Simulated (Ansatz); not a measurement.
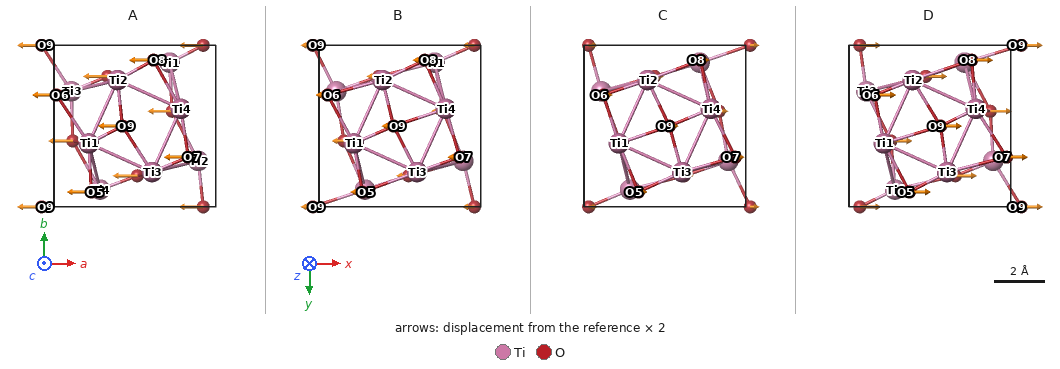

Frames of a one-coordinate scan of crystalline Ti₄O₅ (I4/m). The picture is a ball-and-stick view of the conventional cell (2 times the calculation's cell), seen along the c axis. Orange arrows: displacements from the reference. Lengths and directions refer to the drawn axes.

These are results of Ansatz, DFT PBEsol, scalar-relativistic, plane waves, PAW, not measurements. (plane-wave cutoff 420 eV; k-point mesh 12 × 12 × 12; occupations gaussian; smearing width 0.15 eV; no spin polarisation). Energies (free energies at the smearing named) are counted from the relaxed crystal.

Which coordinate changes from frame to frame?

Answer. The whole O sublattice is shifted rigidly, along Cartesian [1 0 0], all else fixed. In the frames the displacement is −0.50 Å (A), −0.25 Å (B), 0.1875 Å (C), 0.4375 Å (D). Their energies are 8.45 eV/cell, 1.82 eV/cell, 1.00 eV/cell, 6.18 eV/cell.
